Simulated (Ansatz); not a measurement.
**Two runs on Ta2Si**

System: Ta2Si (I4/mcm, 6 atoms in the cell).
Method of the first run: DFT r2SCAN, scalar-relativistic, plane waves, PAW, no spin polarisation (Ansatz 0.2.0).

The structure derives from a Materials Project entry. Text and figures count atoms from 1; the logs count them from 0 in places.

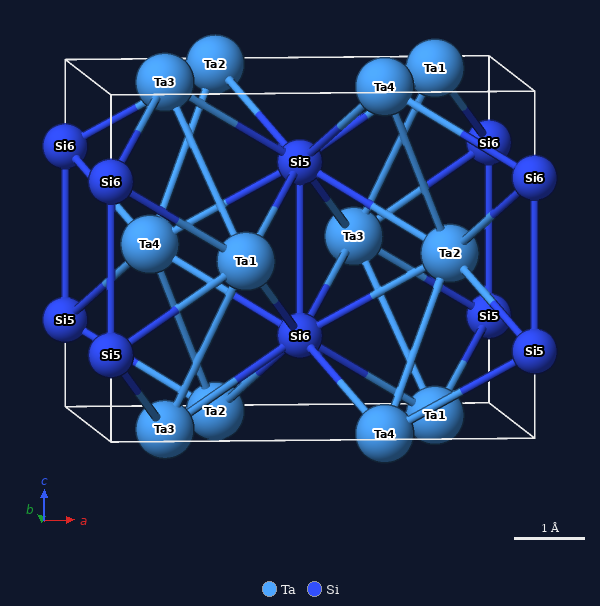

Fig. 1: The structure as given in the input (ball-and-stick view of the cell 2 times as large as that of the calculation, set on its symmetry axes, seen at an oblique angle; atoms are numbered from 1 in the order of the input). An atom can appear more than once, as a periodic image. Near neighbours in the periodic cell (some may lie outside the picture): Ta has 4 Si at 2.63 Å and 3 Ta at 2.86 to 2.94 Å; Si has 2 Si at 2.52 Å and 8 Ta at 2.63 Å.

**The input, the first run**
```yaml
crystal:
  lattice:
    - [-3.0877629443, 3.0877629443, 2.5236412193]
    - [3.0877629443, -3.0877629443, 2.5236412193]
    - [3.0877629443, 3.0877629443, -2.5236412193]
  atoms:
    - { symbol: Ta, position: [0.66359321, 0.83640679, 0.5] }
    - { symbol: Ta, position: [0.83640679, 0.33640679, 0.17281358] }
    - { symbol: Ta, position: [0.33640679, 0.16359321, 0.5] }
    - { symbol: Ta, position: [0.16359321, 0.66359321, 0.82718642] }
    - { symbol: Si, position: [0.25, 0.25, 0.0] }
    - { symbol: Si, position: [0.75, 0.75, 0.0] }
basis:
  ecutwfc: 150
kpoints:
  mp_grid: { grid: [10, 10, 10] }
hamiltonian:
  xc: r2scan
scf:
  occupations: { method: gaussian, width: 0.1 }
output:
  forces: true
  stress: true
  eigenvalues: true
```

Command:
```bash
ansatz run input.yaml --threads 1 --pin off --max-ram 2560MiB --backend cpu --events-out ev --progress --plain --runs-dir out
```

Hardware: 1 thread of Intel Xeon @ 2.50GHz (Skylake/Cascade Lake), 189 GiB of memory available, shared host.

**Output, shortened to warnings, some set-up lines, iterations and results (the first run)**
```
Warning: basis.ecutwfc = 150 eV is below the records' recommended 500 eV, and the density's cutoff is lower with it unless basis.ecutrho_ratio is high enough to keep the records' density cutoff: compare with a run at a higher cutoff
Basis set: ecut = 150 eV, 369 PW (Γ), exchange–correlation on 96×96×96 points (64 copies of the dense FFT grid, shifted against one another)
Symmetry: 16 space group operations
k-points: 102 of 1000
Initial density: superposition of atomic densities (neutral atoms: chi_scale 0, normalization atom), corrected by the library's trained network
[...]
SCF iter   1: F=—  HF=-41024.474428 eV  |F-HF|=—  |Δ(HF+E_count)|=         —  Δρ=9.42e-2  dr2=5.10e0  dr2_τ=4.32e0  ethr=1.77e-3  ⟨swp⟩=5.0  Hψ=14879  notcnv=0
SCF iter   2: F=—  HF=-41022.886190 eV  |F-HF|=—  |Δ(HF+E_count)|=    1.59e0  Δρ=5.25e-2  dr2=1.57e0  dr2_τ=6.21e-2  ethr=1.77e-3  ⟨swp⟩=2.0  Hψ=8019  notcnv=0  defer=109
SCF iter   3: F=—  HF=-41022.274114 eV  |F-HF|=—  |Δ(HF+E_count)|=   6.12e-1  Δρ=5.36e-3  dr2=2.52e-2  dr2_τ=5.25e-4  ethr=1.77e-3  ⟨swp⟩=2.0  Hψ=7128  notcnv=0  defer=109
SCF iter   4: F=—  HF=-41022.270764 eV  |F-HF|=—  |Δ(HF+E_count)|=   3.35e-3  Δρ=6.84e-4  dr2=6.66e-4  dr2_τ=1.53e-4  ethr=4.20e-5  ⟨swp⟩=2.0  Hψ=5262  notcnv=0  defer=107
SCF iter   5: F=—  HF=-41022.270750 eV  |F-HF|=—  |Δ(HF+E_count)|=   1.46e-5  Δρ=2.01e-4  dr2=4.41e-5  dr2_τ=1.34e-6  ethr=1.11e-6  ⟨swp⟩=2.0  Hψ=5044  notcnv=0  defer=106
SCF iter   6: F=—  HF=-41022.270747 eV  |F-HF|=—  |Δ(HF+E_count)|=   2.25e-6  Δρ=3.14e-5  dr2=7.46e-7  dr2_τ=4.16e-8  ethr=7.36e-8  ⟨swp⟩=2.0  Hψ=5057  notcnv=0  defer=106
SCF iter   7: F=-41022.270748 eV  HF=-41022.270748 eV  |F-HF|=1.39e-8  |Δ(HF+E_count)|=   7.04e-8  Δρ=3.64e-6  dr2=2.52e-8  dr2_τ=6.29e-10  ethr=1.67e-10  ⟨swp⟩=9.0  Hψ=14447 …
SCF 1 converged in 7 iterations: F = -41022.270748 eV  dr2 = 2.52e-8
SCF converged after 7 iterations
Free energy (F): -41022.270748 eV
Harris-Foulkes:  -41022.270748 eV  (|F-HF|=1.39e-8)
Internal energy: -41022.256476 eV  (E = F + TS)
E sigma→0 (E₀):  -41022.263612 eV
Entropy (-TS):   -0.014272 eV (-2.379 meV/atom)
Fermi energy:    17.707689 eV
--- Per-component energies (eV) ---
  E_band       = -503.076778
  E_kinetic    = 1500.259595
  E_local      = -2357.507052  (includes V_loc(G=0)·N_el)
  E_nonlocal   = 108.197298
  E_hartree    = 824.370084
  E_xc         = -905.099888
  E_vxc        = -966.549953  (∫ρ·V_xc dr)
  E_paw        = -34721.228549  (= ΣΔE_a)
  E_vpaw       = -482.409769  (= ΣTr[D̂ρ^β])
  E_aug_tail   = 0.021884  (compensation charges beyond the density's cutoff)
  E_vtau       = 46.172537  (kinetic-family band-sum trace: ∫τ·v_τ [+ j·A + Jᵃ·Aᵃ] dr)
  E_ewald      = -5468.091862
  E_core_change = -3.177987  (= ΣΔE_core)
  E_smearing   = -0.014272  (= −TS)
  E_closure    = -0.000000  (closes the sum)
  Σ components = -41022.270748   (vs F -41022.270748, Δ=0.00e0)
--- Forces (eV/Å), atoms counted from 1 ---
  atom   1  Ta     0.18256942    -0.18256942    -0.00000000
  atom   2  Ta     0.18256942     0.18256942     0.00000000
  atom   3  Ta    -0.18256942     0.18256942    -0.00000000
  atom   4  Ta    -0.18256942    -0.18256942     0.00000000
  atom   5  Si    -0.00000000    -0.00000000     0.00000000
  atom   6  Si     0.00000000    -0.00000000     0.00000000
  max |Σ_I F_I| component: 8.33e-17 eV/Å
--- Stress (GPa, compression-positive) ---
        1.139192       0.000000       0.000000
        0.000000       1.139192       0.000000
        0.000000       0.000000      -3.087048
  P = ⅓ Tr σ = -0.2696 GPa (-2.696 kbar)
```

The input of the second run differs as follows (lines with − go, lines with + come):
```diff
-basis:
-  ecutwfc: 150
+basis: {}
+  pseudopotentials: { kind: nc }
```

Predict how the results change.

The total energies belong to different models, so their difference says nothing on which is more stable or more accurate. The pressure goes from −0.27 to −0.05 GPa. The largest force goes from 0.258 to 0.003 eV/Å. The number of SCF iterations is the same. The plane waves at Γ go from 369 to 9335. On the same kind of shared host the second run took about 18 times as long.

**Output, shortened to warnings, some set-up lines, iterations and results (the second run)**
```
Basis set: ecut = 1220 eV, 9335 PW (Γ), exchange–correlation on 240×240×240 points (64 copies of the dense FFT grid, shifted against one another)
Symmetry: 16 space group operations
k-points: 102 of 1000
Initial density: superposition of atomic densities (chi_scale 0.1, normalization cell, long waves kept (reshape's long-wave potential 0.00 eV rms))
[...]
SCF iter   1: F=—  HF=-8163.547201 eV  |F-HF|=—  |Δ(HF+E_count)|=         —  Δρ=4.24e-2  dr2=1.97e0  dr2_τ=1.91e-1  ethr=3.10e-3  ⟨swp⟩=6.5  Hψ=16331  notcnv=0
SCF iter   2: F=—  HF=-8163.495558 eV  |F-HF|=—  |Δ(HF+E_count)|=   5.16e-2  Δρ=2.70e-2  dr2=7.33e-1  dr2_τ=8.97e-2  ethr=3.10e-3  ⟨swp⟩=3.0  Hψ=5696  notcnv=0  defer=104
SCF iter   3: F=—  HF=-8163.382846 eV  |F-HF|=—  |Δ(HF+E_count)|=   1.13e-1  Δρ=3.34e-3  dr2=1.56e-2  dr2_τ=8.40e-3  ethr=1.22e-3  ⟨swp⟩=3.1  Hψ=7258  notcnv=0  defer=104
SCF iter   4: F=—  HF=-8163.381571 eV  |F-HF|=—  |Δ(HF+E_count)|=   1.28e-3  Δρ=9.77e-4  dr2=9.10e-4  dr2_τ=3.99e-4  ethr=2.61e-5  ⟨swp⟩=2.0  Hψ=5087  notcnv=0  defer=104
SCF iter   5: F=—  HF=-8163.381547 eV  |F-HF|=—  |Δ(HF+E_count)|=   2.40e-5  Δρ=1.07e-4  dr2=5.78e-6  dr2_τ=2.36e-5  ethr=1.52e-6  ⟨swp⟩=2.0  Hψ=6418  notcnv=0  defer=104
SCF iter   6: F=—  HF=-8163.381441 eV  |F-HF|=—  |Δ(HF+E_count)|=   1.06e-4  Δρ=2.36e-5  dr2=5.68e-7  dr2_τ=1.69e-7  ethr=9.64e-9  ⟨swp⟩=2.0  Hψ=6746  notcnv=0  defer=104
SCF iter   7: F=-8163.381441 eV  HF=-8163.381441 eV  |F-HF|=1.24e-9  |Δ(HF+E_count)|=  5.28e-10  Δρ=3.53e-6  dr2=7.82e-9  dr2_τ=2.06e-8  ethr=1.67e-10  ⟨swp⟩=13.5  Hψ=20776  …
SCF 1 converged in 7 iterations: F = -8163.381441 eV  dr2 = 7.82e-9
SCF converged after 7 iterations
Free energy (F): -8163.381441 eV
Harris-Foulkes:  -8163.381441 eV  (|F-HF|=1.24e-9)
Internal energy: -8163.366506 eV  (E = F + TS)
E sigma→0 (E₀):  -8163.373974 eV
Entropy (-TS):   -0.014935 eV (-2.489 meV/atom)
Fermi energy:    17.479790 eV
--- Per-component energies (eV) ---
  E_band       = -474.523182
  E_kinetic    = 2063.665376
  E_local      = -3981.946099  (includes V_loc(G=0)·N_el)
  E_nonlocal   = 934.123265
  E_hartree    = 901.979462
  E_xc         = -2613.096648
  E_vxc        = -1359.057717  (∫ρ·V_xc dr)
  E_vtau       = 64.735676  (kinetic-family band-sum trace: ∫τ·v_τ [+ j·A + Jᵃ·Aᵃ] dr)
  E_ewald      = -5468.091862
  E_smearing   = -0.014935  (= −TS)
  E_closure    = 0.000000  (closes the sum)
  Σ components = -8163.381441   (vs F -8163.381441, Δ=0.00e0)
--- Forces (eV/Å), atoms counted from 1 ---
  atom   1  Ta    -0.00195271     0.00195271    -0.00000000
  atom   2  Ta    -0.00195271    -0.00195271     0.00000000
  atom   3  Ta     0.00195271    -0.00195271    -0.00000000
  atom   4  Ta     0.00195271     0.00195271     0.00000000
  atom   5  Si    -0.00000000     0.00000000     0.00000000
  atom   6  Si     0.00000000    -0.00000000     0.00000000
  max |Σ_I F_I| component: 3.99e-17 eV/Å
--- Stress (GPa, compression-positive) ---
       -0.162751      -0.000000       0.000000
       -0.000000      -0.162751       0.000000
        0.000000       0.000000       0.169536
  P = ⅓ Tr σ = -0.0520 GPa (-0.520 kbar)
```

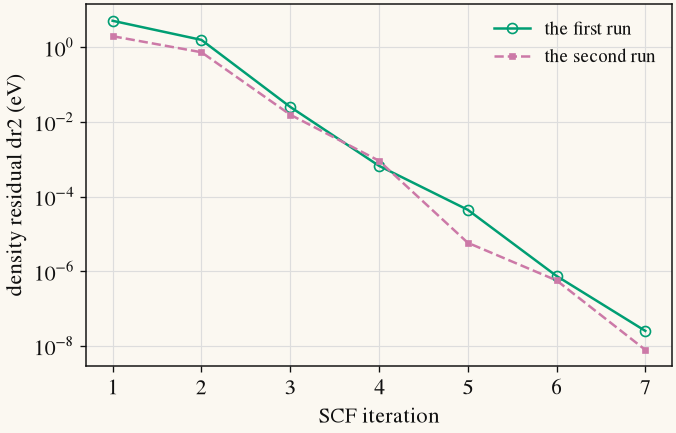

Fig. 2: Convergence of the two runs: density residual dr2 against the SCF iteration. The first run takes 7 iterations in all, and the second run takes 7.

**The two runs side by side**

```csv
quantity,the first run,the second run
outcome,converged,converged
free energy per atom (eV),−6837.0451,−1360.5636
"energy per atom, smearing taken to zero (eV)",−6837.0439,−1360.5623
gap on the mesh (eV),0.00,0.00
pressure (GPa),−0.27,−0.05
largest force (eV/Å),0.258,0.003
SCF iterations,7,7
irreducible k-points,102,102
plane waves at Γ,369,9335
wall time (shared host),17 s,5 min
```

For both runs: Spin–orbit coupling is left out, which matters for Ta. For the first run: Warnings: the cutoff is below the recommended one.
